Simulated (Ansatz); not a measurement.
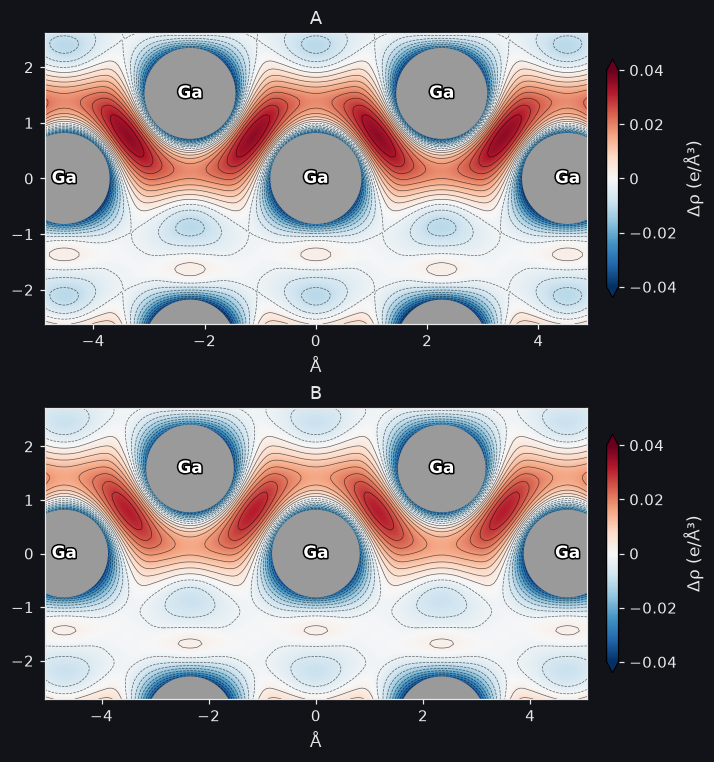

Ga: deformation density on the (010) plane of the conventional cell at two volumes, with the same fractional coordinates and one colour scale. Grey discs cover the cores.

Space group Cmce.

Method: Ansatz 0.2.0, DFT PBE, scalar-relativistic, plane waves, PAW.

### How do the two volumes compare, and how does the bonding charge respond?

B is the larger cell: B has 112 % of the volume of A.
The pressure is 1.9 GPa in A and −3.1 GPa in B.
The rearranged charge is 0.18 e an atom in A and 0.18 e in B.

Run times: 65 s (base cell) and 55 s (scaled cell), on 1 thread of Arm Neoverse V1 (shared host).
